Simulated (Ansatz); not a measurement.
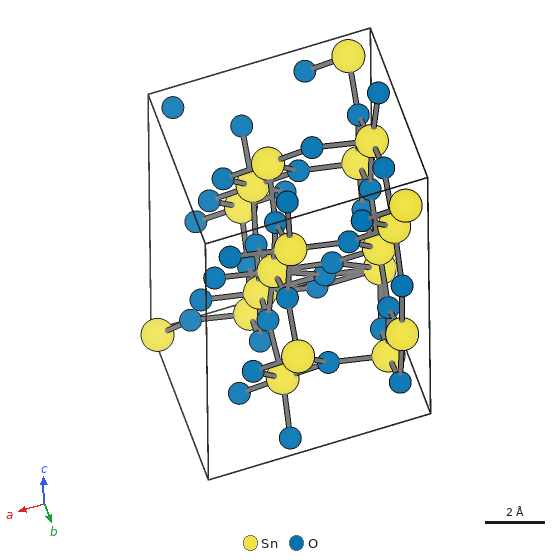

The image is a ball-and-stick drawing of a crystal, viewed from a general direction. The parallelepiped is the supercell. The host is SnO2, in a cell of 48 sites, and the cell is neutral.

**Name the defect and give its surroundings.**

An interstitial oxygen atom. It is bonded to three Sn at about 1.9 to 2.6 Å.

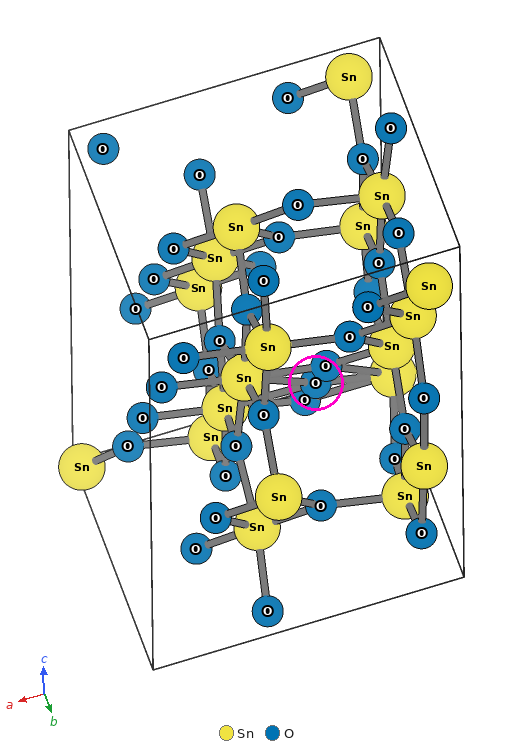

The same cell with a ring at the defect's site.

The atoms were relaxed in the host's cell with Ansatz 0.2.0, DFT PBE, scalar-relativistic, plane waves, PAW.
